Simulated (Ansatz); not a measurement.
Zr$_{16}$O$_{33}$: molecular dynamics (part 1 of 2)

The run: molecular dynamics of Zr$_{16}$O$_{33}$ (defect cell, 49 atoms in the cell). Method and program: DFT PBEsol, scalar-relativistic, plane waves, PAW, PAW set soft_1, spin-polarised (Ansatz 0.2.0).

The structure derives from an entry of the Crystallography Open Database. It belongs to a series of runs on one base structure; here: dynamics from the last frame of the run before.

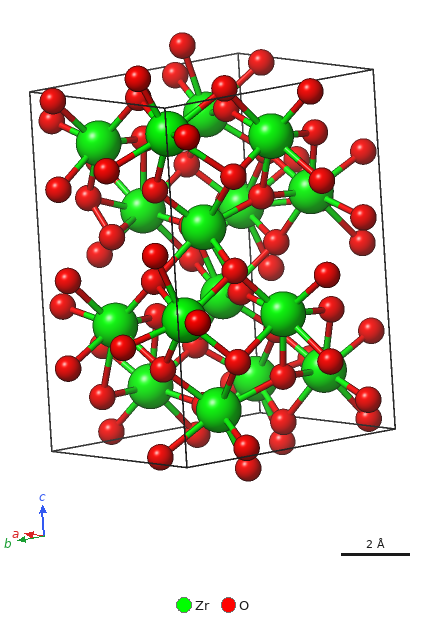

**Figure 1.** The input geometry (ball-and-stick view of the cell of the calculation, seen at an oblique angle; bonded neighbours outside the cell are drawn too). An atom can appear more than once, as a periodic image.

## The input
```yaml
accuracy: low
crystal:
  lattice:
    - [-5.1477, -5.2096, 0.0]
    - [5.1477, -5.2096, 0.0]
    - [-1.702732, 0.0, 10.495577]
  atoms:
    - { symbol: Zr, position: [0.35689839, 0.60474198, 0.10174367] }
    - { symbol: Zr, position: [0.87112907, 0.59458396, 0.14325742] }
    - { symbol: Zr, position: [0.64055927, 0.37124588, 0.37979341] }
    - { symbol: Zr, position: [0.13292275, 0.41376958, 0.35789461] }
    - { symbol: O, position: [0.26095502, 0.35174164, 0.17186481] }
    - { symbol: O, position: [0.60958726, 0.5102902, 0.09378152] }
    - { symbol: O, position: [0.71890207, 0.63948813, 0.34974328] }
    - { symbol: O, position: [0.37519464, 0.45478069, 0.4127641] }
    - { symbol: O, position: [0.90751612, 0.34659712, 0.22915999] }
    - { symbol: O, position: [0.08378672, 0.65782888, 0.01436354] }
    - { symbol: O, position: [0.09348126, 0.66830551, 0.25348262] }
    - { symbol: O, position: [0.89607842, 0.34484325, 0.47019662] }
    - { symbol: Zr, position: [0.35241555, 0.62637147, 0.61265205] }
    - { symbol: Zr, position: [0.87066978, 0.57912205, 0.63054376] }
    - { symbol: Zr, position: [0.67150645, 0.37974435, 0.88541736] }
    - { symbol: Zr, position: [0.12911153, 0.42171167, 0.8541978] }
    - { symbol: O, position: [0.31759773, 0.36579224, 0.6722739] }
    - { symbol: O, position: [0.62211121, 0.51145221, 0.5922132] }
    - { symbol: O, position: [0.72305588, 0.64798441, 0.84461683] }
    - { symbol: O, position: [0.3876762, 0.46244453, 0.92282772] }
    - { symbol: O, position: [0.90160595, 0.33839522, 0.73157472] }
    - { symbol: O, position: [0.1217891, 0.63837889, 0.50277368] }
    - { symbol: O, position: [0.0855376, 0.6399524, 0.76693852] }
    - { symbol: O, position: [0.90993309, 0.36206763, 0.98195698] }
    - { symbol: Zr, position: [0.82493663, 0.12437046, 0.11604602] }
    - { symbol: Zr, position: [0.36924, 0.08578256, 0.15666931] }
    - { symbol: Zr, position: [0.1507128, 0.87284461, 0.38953323] }
    - { symbol: Zr, position: [0.61293325, 0.90799158, 0.35768597] }
    - { symbol: O, position: [0.7991658, 0.872119, 0.14668933] }
    - { symbol: O, position: [0.11184805, 0.04838777, 0.08165498] }
    - { symbol: O, position: [0.22015239, 0.12822857, 0.3367775] }
    - { symbol: O, position: [0.87452014, 0.98557635, 0.40709032] }
    - { symbol: O, position: [0.38430047, 0.84032091, 0.23859394] }
    - { symbol: O, position: [0.59496302, 0.15047981, 0.00887704] }
    - { symbol: O, position: [0.59066853, 0.15887238, 0.26586749] }
    - { symbol: O, position: [0.39075951, 0.85298502, 0.48400113] }
    - { symbol: Zr, position: [0.82983913, 0.13561516, 0.59697641] }
    - { symbol: Zr, position: [0.3603611, 0.10164535, 0.65564745] }
    - { symbol: Zr, position: [0.15948513, 0.89063461, 0.9093476] }
    - { symbol: Zr, position: [0.6406547, 0.91685038, 0.8643009] }
    - { symbol: O, position: [0.84051277, 0.85410107, 0.69638388] }
    - { symbol: O, position: [0.08698272, 0.03392936, 0.58817349] }
    - { symbol: O, position: [0.22246879, 0.15347021, 0.83122488] }
    - { symbol: O, position: [0.87384709, 0.98402624, 0.92290735] }
    - { symbol: O, position: [0.35570303, 0.84432339, 0.73896362] }
    - { symbol: O, position: [0.57482551, 0.14412892, 0.50873503] }
    - { symbol: O, position: [0.59826779, 0.14783753, 0.761888] }
    - { symbol: O, position: [0.4064077, 0.86420916, 0.99581755] }
    - { symbol: O, position: [0.73671922, 0.81958553, 0.58852333], spin: 1.0 }
magnetization:
  spin_polarized: true
basis:
  ecutwfc: 420.0
kpoints:
  mp_grid: { grid: [1, 1, 1] }
hamiltonian:
  xc: pbesol
  pseudopotentials: { kind: paw, azcp: { folder: soft_1 } }
scf:
  occupations: { method: fermi_dirac, width: 0.05 }
  lower_state_search: "off"
md:
  timestep: 1
  n_steps: 300
  ensemble: nvt_langevin
  temperature: 1260.0
  initial_velocities: maxwell_boltzmann
  seed: 229612
  friction: 0.02
```

Machine: 4 threads of Arm Neoverse V2, 24 GiB of memory available, shared host.

Command:
```bash
ansatz run input.yaml --threads 4 --pin off --max-ram 10240MiB --backend cpu --events-out ev --progress --plain --runs-dir out
```

## Log
```
Warning: md: disabling space-group detection — thermal motion breaks the input geometry's symmetry, so no spatial operation reduces the k-mesh or symmetrises the density; time reversal is kept, so that k and −k are solved as one point where they differ and the mesh holds both, and exact exchange and, on two spinor components, a DFT+U term hold to it where the run has them: on two components no moment then forms, and a state that bears one, which a typed moment (crystal.atoms[].spin; refused beside efield: under a hybrid functional) reaches, can lie lower, under hf by electronvolts; crystal.symmetry.detect: false (a key that needs symmetry detection or time reversal refuses this as the deck is read) with time_reversal: false beside it drops time reversal too
Warning: [file] the record states the generating functional pbe (its physics header spells it `PBE`), which answers neither for hamiltonian.xc's functional nor for the pbesol family's — results may be inconsistent (PPs are generated against a specific XC)
Warning: [file] the record states the generating functional pbe (its physics header spells it `PBE`), which answers neither for hamiltonian.xc's functional nor for the pbesol family's — results may be inconsistent (PPs are generated against a specific XC)
Engine: ansatz 0.2.0, aarch64-unknown-linux-gnu
Pseudopotentials: kind: paw
Pseudopotential: Zr, paw, valence charge 12, recommended cutoff 420 eV (normal), [file]
Pseudopotential: O, paw, valence charge 6, recommended cutoff 420 eV (normal), [file]
Functional definition: PBEsol
  exchange = pbesol_x
  correlation = pbesol_c
Crystal: 49 atoms, lattice volume = 562.929 Å³
Basis set: ecut = 420 eV, 11017 PW (Γ), exchange–correlation on 100×100×144 points (8 copies of the dense FFT grid, shifted against one another)
Bands: 245, of which v1, the nominal top of the filled ones, is band 195 counted from 1 (194 counted from 0)
Symmetry: 1 space group operations
k-points: 1
Non-local potential: Zr, projectors of the file, l = 0: 3, l = 1: 2, l = 2: 2, l = 3: 1
Non-local potential: O, projectors of the file, l = 0: 2, l = 1: 2, l = 2: 1
PAW form: soft (Blöchl's): semilocal exchange-correlation on the pseudo side does not see the compensation charge
PAW frozen core: Zr, regenerated for the run's functional, and the local potential with it (the file was generated under x = pbe(κ = 0.804, μ = 0.2195149727645171), c = pbe(β = 0.06672455060314922))
PAW frozen core: O, regenerated for the run's functional, and the local potential with it (the file was generated under x = pbe(κ = 0.804, μ = 0.2195149727645171), c = pbe(β = 0.06672455060314922))
PAW one-centre angular grid: Zr, 590 points (default); XC on 64 Gauss nodes
PAW one-centre angular grid: O, 110 points (default); XC on 64 Gauss nodes
Initial density: superposition of atomic densities (chi_scale 0.1, normalization cell, long waves kept (reshape's long-wave potential 0.30 eV rms))
Starting moments: Σ|m| = 1 μB on 1 of 49 sites
Initial wavefunctions: pseudopotential atomic-orbital guess
Functional: x = pbesol(κ = 0.804, μ = 0.12345679012345678), c = pbesol(β = 0.046)
SCF iter   1: F=—  HF=-84651.069712 eV  |F-HF|=—  |Δ(HF+E_count)|=         —  Δρ=3.94e-2 (↑3.94e-2 ↓3.59e-2)  dr2=4.94e1  dr2_m=2.44e-1  M=0.880 μB ∫|m|=1.047 μB  β_m=0.30  ethr=3.10e-3  ⟨swp⟩=6.0  Hψ=1820  notcnv=0  defer=24
preconditioner: auto → Resta (q_TF=auto, 2.566 Å⁻¹)  ε∞=6.1  [insulator: Δε(μ)=0.350 eV  Ē_g=11.260 eV  σ=0.050 eV  W_gap=0.61  n_scr=152 (ndim 8)  ℏωp=25.3 eV  f_vac=0.000  D(μ)=13.55/eV (n_scr^D=92)  ε∞_Penn≈6.1]
spin=Collinear: Resta preconditioning applied to the charge; magnetization (m = ρ↑ − ρ↓) channel mixes plain (no charge-response kernel on spin).
SCF iter   2: F=—  HF=-84646.948364 eV  |F-HF|=—  |Δ(HF+E_count)|=    4.12e0  Δρ=2.60e-2 (↑2.32e-2 ↓2.60e-2)  dr2=9.87e0  dr2_m=4.73e-1  M=0.000 μB ∫|m|=0.291 μB  β_m=0.30  ethr=3.10e-3  ⟨swp⟩=2.5  Hψ=885  notcnv=0  defer=48
SCF iter   3: F=—  HF=-84646.112828 eV  |F-HF|=—  |Δ(HF+E_count)|=   8.36e-1  Δρ=1.76e-2 (↑1.65e-2 ↓1.76e-2)  dr2=4.80e0  dr2_m=2.77e-1  M=0.000 μB ∫|m|=0.225 μB  β_m=0.30  ethr=2.53e-3  ⟨swp⟩=1.0  Hψ=564  notcnv=0  defer=50
SCF iter   4: F=—  HF=-84645.302581 eV  |F-HF|=—  |Δ(HF+E_count)|=   8.10e-1  Δρ=7.81e-3 (↑7.81e-3 ↓6.03e-3)  dr2=3.45e-1  dr2_m=1.62e-1  M=0.000 μB ∫|m|=0.171 μB  β_m=0.30  ethr=1.23e-3  ⟨swp⟩=3.0  Hψ=862  notcnv=0  defer=82
SCF iter   5: F=—  HF=-84645.339198 eV  |F-HF|=—  |Δ(HF+E_count)|=   3.66e-2  Δρ=4.98e-3 (↑4.97e-3 ↓4.98e-3)  dr2=1.05e-1  dr2_m=9.47e-2  M=0.000 μB ∫|m|=0.133 μB  β_m=0.30  ethr=8.85e-5  ⟨swp⟩=3.5  Hψ=666  notcnv=0  defer=82
SCF iter   6: F=—  HF=-84645.386212 eV  |F-HF|=—  |Δ(HF+E_count)|=   4.70e-2  Δρ=3.53e-3 (↑3.31e-3 ↓3.53e-3)  dr2=1.87e-2  dr2_m=5.49e-2  M=0.000 μB ∫|m|=0.105 μB  β_m=0.30  ethr=2.69e-5  ⟨swp⟩=2.0  Hψ=748  notcnv=0  defer=82
SCF iter   7: F=—  HF=-84645.404579 eV  |F-HF|=—  |Δ(HF+E_count)|=   1.84e-2  Δρ=2.57e-3 (↑2.53e-3 ↓2.57e-3)  dr2=3.87e-3  dr2_m=3.22e-2  M=0.000 μB ∫|m|=0.083 μB  β_m=0.30  ethr=4.80e-6  ⟨swp⟩=2.0  Hψ=670  notcnv=0  defer=82
Mixer restart at iter 7: flushing history
spin-set hold released at iteration 7 (site moments contracting): the magnetisation degrees of freedom join the quasi-Newton model from the next iteration; the mixer history was flushed
SCF iter   8: F=—  HF=-84645.411194 eV  |F-HF|=—  |Δ(HF+E_count)|=   6.62e-3  Δρ=1.98e-3 (↑1.94e-3 ↓1.98e-3)  dr2=2.31e-3  dr2_m=1.91e-2  M=0.000 μB ∫|m|=0.066 μB  β_m=0.65  ethr=9.92e-7  ⟨swp⟩=2.0  Hψ=670  notcnv=0  defer=82
SCF iter   9: F=—  HF=-84645.421285 eV  |F-HF|=—  |Δ(HF+E_count)|=   1.01e-2  Δρ=2.43e-4 (↑2.43e-4 ↓1.16e-4)  dr2=3.06e-4  dr2_m=1.17e-4  M=0.000 μB ∫|m|=0.008 μB  β_m=0.71  ethr=5.92e-7  ⟨swp⟩=3.0  Hψ=972  notcnv=0  defer=82
SCF iter  10: F=—  HF=-84645.421393 eV  |F-HF|=—  |Δ(HF+E_count)|=   1.08e-4  Δρ=1.39e-4 (↑5.92e-5 ↓1.39e-4)  dr2=1.43e-4  dr2_m=2.38e-5  M=0.000 μB ∫|m|=0.004 μB  β_m=0.73  ethr=7.85e-8  ⟨swp⟩=2.5  Hψ=894  notcnv=0  defer=82
SCF iter  11: F=—  HF=-84645.421408 eV  |F-HF|=—  |Δ(HF+E_count)|=   1.45e-5  Δρ=3.56e-5 (↑3.56e-5 ↓3.14e-5)  dr2=1.70e-5  dr2_m=2.67e-6  M=0.000 μB ∫|m|=0.001 μB  β_m=0.80  ethr=3.68e-8  ⟨swp⟩=2.5  Hψ=815  notcnv=0  defer=82
SCF iter  12: F=—  HF=-84645.420654 eV  |F-HF|=—  |Δ(HF+E_count)|=   7.54e-4  Δρ=1.79e-5 (↑1.79e-5 ↓1.64e-5)  dr2=6.31e-6  dr2_m=8.82e-8  M=0.000 μB ∫|m|=0.000 μB  β_m=0.72  ethr=4.37e-9  ⟨swp⟩=2.5  Hψ=856  notcnv=0  defer=82
SCF iter  13: F=—  HF=-84645.420654 eV  |F-HF|=—  |Δ(HF+E_count)|=   1.16e-7  Δρ=5.03e-6 (↑5.03e-6 ↓4.71e-6)  dr2=5.33e-7  dr2_m=5.28e-8  M=0.000 μB ∫|m|=0.000 μB  β_m=0.86  ethr=1.62e-9  ⟨swp⟩=2.0  Hψ=670  notcnv=0  defer=82
SCF iter  14: F=—  HF=-84645.420654 eV  |F-HF|=—  |Δ(HF+E_count)|=   3.18e-7  Δρ=3.49e-6 (↑3.49e-6 ↓3.08e-6)  dr2=1.81e-7  dr2_m=6.09e-9  M=0.000 μB ∫|m|=0.000 μB  β_m=0.74  ethr=1.37e-10  ⟨swp⟩=2.5  Hψ=671  notcnv=0  defer=82
iter 15 did not close the SCF: its close was put off for a magnetic moment that had not settled (scf_convergence_deferred on its scf_iter line)
SCF iter  15: F=-84645.420654 eV  HF=-84645.420654 eV  |F-HF|=7.28e-10  |Δ(HF+E_count)|=   1.35e-8  Δρ=8.35e-7 (↑6.97e-7 ↓8.35e-7)  dr2=5.14e-9  dr2_m=2.06e-9  M=0.000 μB ∫|m|=0.000 μB  β_m=0.87  ethr=2.56e-11  ⟨swp⟩=4.0  Hψ=1398  notcnv=0
SCF iter  16: F=-84645.420654 eV  HF=-84645.420654 eV  |F-HF|=2.53e-9  |Δ(HF+E_count)|=   3.59e-9  Δρ=4.71e-7 (↑4.16e-7 ↓4.71e-7)  dr2=3.26e-9  dr2_m=1.22e-10  M=0.000 μB ∫|m|=0.000 μB  ethr=1.32e-12  ⟨swp⟩=1.0  Hψ=1264  notcnv=0
WARN: the starting moments were not kept: the SCF closed with an absolute magnetisation of 9.4e-6 μB, where they sum to 1 μB in size (1 site). That is at most 0.1 of that sum. Measured as dr2_m measures the in/out step, that magnetisation stands 2.4e-11 eV from none, at or under the dr2_threshold of 1.0e-7 eV: it is no larger than a step whose dr2_m would equal this threshold. The system may hold no moment; this SCF shows only that its start led to no more than that. To try another start: raise the starting moments (crystal.atoms[].spin, magnetization.per_species, magnetization.initial_magnetization, or on a non-collinear deck that types none of these the spinor_matrix: blocks that start its atoms; where the total moment is fixed, keep their sum and leave initial_magnetization as it is; typed ones take the place of any that the run laid by itself, positive ones on a crystal's lanthanoids without a Hubbard term where scf.initial_density.shell_occupations: [] is typed) or, if the notice of its spin-set hold's release reads "site moments contracting" or "site moments show no strong build", lengthen the hold (scf.mixing.spin_hold: { on: { confirm: 4 } }; for m-r²SCAN on two components see the key's manual first). Each may lead to a state that holds a moment. A second SCF, from the converged charge density, with the starting moments and any scf.initial_density.shell_occupations laid on it anew, would have followed, and was not run: the deck does not ask for one (magnetization.retry_lost_moments is false, the default). To let it run, set magnetization.retry_lost_moments: true and run the deck again, where that key's refused combinations let it; where memory then withholds it, that run's warning says so.
SCF 1 converged in 16 iterations: F = -84645.420654 eV  dr2 = 3.26e-9
  greatest PAW one-centre occupation: 0.996 electrons in one spin orbital (limit 2), on the Zr atom at site 15 (counted from 0), in its partial waves of l = 0
md step     0: t =     0.00 fs  T =  1234.3 K  F+E_penalty+E_count = -84645.42065414 eV  E_kin = 7.817645 eV  (16 SCF iters)
Initial density: handed on by an earlier stage of this run
Starting moments: Σ|m| = 1 μB on 1 of 49 sites; this step starts from the density that it was given
Initial wavefunctions: those handed on with the density
iter 1 solved again at ethr=5.23e-6 eV; its pass at ethr=3.10e-3 eV (dr2=2.04e-2 eV) is discarded
SCF iter   1: F=—  HF=-84645.363508 eV  |F-HF|=—  |Δ(HF+E_count)|=         —  Δρ=1.20e-3 (↑1.18e-3 ↓1.20e-3)  dr2=2.09e-2  dr2_m=2.23e-4  M=0.000 μB ∫|m|=0.003 μB  β_m=0.30  ethr=5.23e-6  ⟨swp⟩=3.0  Hψ=1957  notcnv=0
preconditioner: auto → Resta (q_TF=auto, 2.566 Å⁻¹)  ε∞=4.2  [insulator: Δε(μ)=2.884 eV  Ē_g=16.646 eV  σ=0.050 eV  W_gap=1.00  n_scr=152 (ndim 8)  ℏωp=29.6 eV  f_vac=0.015  D(μ)=0.00/eV (n_scr^D=0)  ε∞_Penn≈4.2]
spin=Collinear: Resta preconditioning applied to the charge; magnetization (m = ρ↑ − ρ↓) channel mixes plain (no charge-response kernel on spin).
SCF iter   2: F=—  HF=-84645.360691 eV  |F-HF|=—  |Δ(HF+E_count)|=   2.82e-3  Δρ=8.11e-4 (↑7.99e-4 ↓8.11e-4)  dr2=8.58e-3  dr2_m=1.21e-4  M=0.000 μB ∫|m|=0.004 μB  β_m=0.54  ethr=5.23e-6  ⟨swp⟩=2.0  Hψ=589  notcnv=0
[...]
the starting moments were not kept: the SCF closed with an absolute magnetisation of 8.3e-6 μB, where they sum to 1 μB in size (1 site). That is at most 0.1 of that sum. Measured as dr2_m measures the in/out step, that magnetisation stands 6.5e-12 eV from none, at or under the dr2_threshold of 1.0e-7 eV: it is no larger than a step whose dr2_m would equal this threshold.
md step     1: t =     1.00 fs  T =  1173.4 K  F+E_penalty+E_count = -84645.35812091 eV  E_kin = 7.432211 eV  (8 SCF iters)
[... from here on the SCF iterations and repeated set-up lines of each step are left out, up to the last step ...]
md step     2: t =     2.00 fs  T =  1111.1 K  F+E_penalty+E_count = -84645.26468017 eV  E_kin = 7.037198 eV  (8 SCF iters)
md step     3: t =     3.00 fs  T =  1118.4 K  F+E_penalty+E_count = -84645.14871943 eV  E_kin = 7.083646 eV  (8 SCF iters)
md step     4: t =     4.00 fs  T =  1131.0 K  F+E_penalty+E_count = -84645.00598860 eV  E_kin = 7.163399 eV  (8 SCF iters)
md step     5: t =     5.00 fs  T =  1128.6 K  F+E_penalty+E_count = -84644.83889748 eV  E_kin = 7.148501 eV  (8 SCF iters)
md step     6: t =     6.00 fs  T =  1120.4 K  F+E_penalty+E_count = -84644.64491112 eV  E_kin = 7.096475 eV  (8 SCF iters)
md step     7: t =     7.00 fs  T =  1091.0 K  F+E_penalty+E_count = -84644.42788496 eV  E_kin = 6.910025 eV  (8 SCF iters)
md step     8: t =     8.00 fs  T =  1056.8 K  F+E_penalty+E_count = -84644.20513844 eV  E_kin = 6.693294 eV  (8 SCF iters)
md step     9: t =     9.00 fs  T =  1017.8 K  F+E_penalty+E_count = -84643.99474390 eV  E_kin = 6.446433 eV  (8 SCF iters)
md step    10: t =    10.00 fs  T =   976.5 K  F+E_penalty+E_count = -84643.80194230 eV  E_kin = 6.185009 eV  (8 SCF iters)
md step    11: t =    11.00 fs  T =   941.2 K  F+E_penalty+E_count = -84643.63436155 eV  E_kin = 5.961141 eV  (8 SCF iters)
md step    12: t =    12.00 fs  T =   891.7 K  F+E_penalty+E_count = -84643.48088437 eV  E_kin = 5.647793 eV  (8 SCF iters)
md step    13: t =    13.00 fs  T =   886.4 K  F+E_penalty+E_count = -84643.35217532 eV  E_kin = 5.614233 eV  (8 SCF iters)
md step    14: t =    14.00 fs  T =   922.1 K  F+E_penalty+E_count = -84643.28403029 eV  E_kin = 5.840088 eV  (8 SCF iters)
md step    15: t =    15.00 fs  T =   961.0 K  F+E_penalty+E_count = -84643.28860557 eV  E_kin = 6.086683 eV  (8 SCF iters)
md step    16: t =    16.00 fs  T =  1009.7 K  F+E_penalty+E_count = -84643.34794063 eV  E_kin = 6.395355 eV  (8 SCF iters)
md step    17: t =    17.00 fs  T =  1055.5 K  F+E_penalty+E_count = -84643.44011484 eV  E_kin = 6.685409 eV  (8 SCF iters)
md step    18: t =    18.00 fs  T =  1143.6 K  F+E_penalty+E_count = -84643.52930933 eV  E_kin = 7.243069 eV  (9 SCF iters)
md step    19: t =    19.00 fs  T =  1085.7 K  F+E_penalty+E_count = -84643.61069811 eV  E_kin = 6.876582 eV  (9 SCF iters)
md step    20: t =    20.00 fs  T =  1125.2 K  F+E_penalty+E_count = -84643.70570471 eV  E_kin = 7.126434 eV  (9 SCF iters)
md step    21: t =    21.00 fs  T =  1126.3 K  F+E_penalty+E_count = -84643.80957727 eV  E_kin = 7.133990 eV  (9 SCF iters)
md step    22: t =    22.00 fs  T =  1157.3 K  F+E_penalty+E_count = -84643.90582707 eV  E_kin = 7.330085 eV  (9 SCF iters)
md step    23: t =    23.00 fs  T =  1177.7 K  F+E_penalty+E_count = -84643.97426856 eV  E_kin = 7.459108 eV  (9 SCF iters)
md step    24: t =    24.00 fs  T =  1174.9 K  F+E_penalty+E_count = -84644.01447835 eV  E_kin = 7.441778 eV  (9 SCF iters)
md step    25: t =    25.00 fs  T =  1125.8 K  F+E_penalty+E_count = -84644.05228682 eV  E_kin = 7.130713 eV  (9 SCF iters)
md step    26: t =    26.00 fs  T =  1102.9 K  F+E_penalty+E_count = -84644.07763882 eV  E_kin = 6.985421 eV  (8 SCF iters)
md step    27: t =    27.00 fs  T =  1125.3 K  F+E_penalty+E_count = -84644.07525894 eV  E_kin = 7.127565 eV  (8 SCF iters)
md step    28: t =    28.00 fs  T =  1169.6 K  F+E_penalty+E_count = -84644.06604661 eV  E_kin = 7.407750 eV  (8 SCF iters)
md step    29: t =    29.00 fs  T =  1119.1 K  F+E_penalty+E_count = -84644.05438025 eV  E_kin = 7.088255 eV  (8 SCF iters)
md step    30: t =    30.00 fs  T =  1077.2 K  F+E_penalty+E_count = -84644.04194864 eV  E_kin = 6.822559 eV  (8 SCF iters)
md step    31: t =    31.00 fs  T =  1089.1 K  F+E_penalty+E_count = -84644.02747741 eV  E_kin = 6.897878 eV  (8 SCF iters)
md step    32: t =    32.00 fs  T =  1058.2 K  F+E_penalty+E_count = -84644.01474277 eV  E_kin = 6.702090 eV  (8 SCF iters)
md step    33: t =    33.00 fs  T =  1105.7 K  F+E_penalty+E_count = -84644.00329054 eV  E_kin = 7.003105 eV  (8 SCF iters)
md step    34: t =    34.00 fs  T =  1117.3 K  F+E_penalty+E_count = -84643.98436271 eV  E_kin = 7.076921 eV  (8 SCF iters)
md step    35: t =    35.00 fs  T =  1041.8 K  F+E_penalty+E_count = -84643.93079572 eV  E_kin = 6.598618 eV  (8 SCF iters)
md step    36: t =    36.00 fs  T =  1026.7 K  F+E_penalty+E_count = -84643.87213359 eV  E_kin = 6.502677 eV  (8 SCF iters)
md step    37: t =    37.00 fs  T =  1057.1 K  F+E_penalty+E_count = -84643.84229608 eV  E_kin = 6.695245 eV  (8 SCF iters)
md step    38: t =    38.00 fs  T =  1074.1 K  F+E_penalty+E_count = -84643.82398893 eV  E_kin = 6.803275 eV  (8 SCF iters)
md step    39: t =    39.00 fs  T =  1052.2 K  F+E_penalty+E_count = -84643.82095875 eV  E_kin = 6.664414 eV  (8 SCF iters)
md step    40: t =    40.00 fs  T =  1089.1 K  F+E_penalty+E_count = -84643.82120649 eV  E_kin = 6.898298 eV  (8 SCF iters)
md step    41: t =    41.00 fs  T =  1134.6 K  F+E_penalty+E_count = -84643.81667939 eV  E_kin = 7.186333 eV  (8 SCF iters)
md step    42: t =    42.00 fs  T =  1200.0 K  F+E_penalty+E_count = -84643.79906067 eV  E_kin = 7.600778 eV  (8 SCF iters)
md step    43: t =    43.00 fs  T =  1159.0 K  F+E_penalty+E_count = -84643.75868576 eV  E_kin = 7.340946 eV  (8 SCF iters)
md step    44: t =    44.00 fs  T =  1113.1 K  F+E_penalty+E_count = -84643.71198874 eV  E_kin = 7.050342 eV  (8 SCF iters)
md step    45: t =    45.00 fs  T =  1091.6 K  F+E_penalty+E_count = -84643.65643370 eV  E_kin = 6.913880 eV  (8 SCF iters)
preconditioner: auto → Resta (q_TF=auto, 2.566 Å⁻¹)  ε∞=4.2  [insulator: Δε(μ)=3.382 eV  Ē_g=16.573 eV  σ=0.050 eV  W_gap=1.00  n_scr=152 (ndim 8)  ℏωp=29.6 eV  f_vac=0.011  D(μ)=0.00/eV (n_scr^D=0)  ε∞_Penn≈4.2]
spin=Collinear: Resta preconditioning applied to the charge; magnetization (m = ρ↑ − ρ↓) channel mixes plain (no charge-response kernel on spin).
the starting moments were not kept: the SCF closed with an absolute magnetisation of 4.8e-6 μB, where they sum to 1 μB in size (1 site). That is at most 0.1 of that sum. Measured as dr2_m measures the in/out step, that magnetisation stands 1.2e-11 eV from none, at or under the dr2_threshold of 1.0e-7 eV: it is no larger than a step whose dr2_m would equal this threshold.
md step    46: t =    46.00 fs  T =  1065.6 K  F+E_penalty+E_count = -84643.58754097 eV  E_kin = 6.749441 eV
```
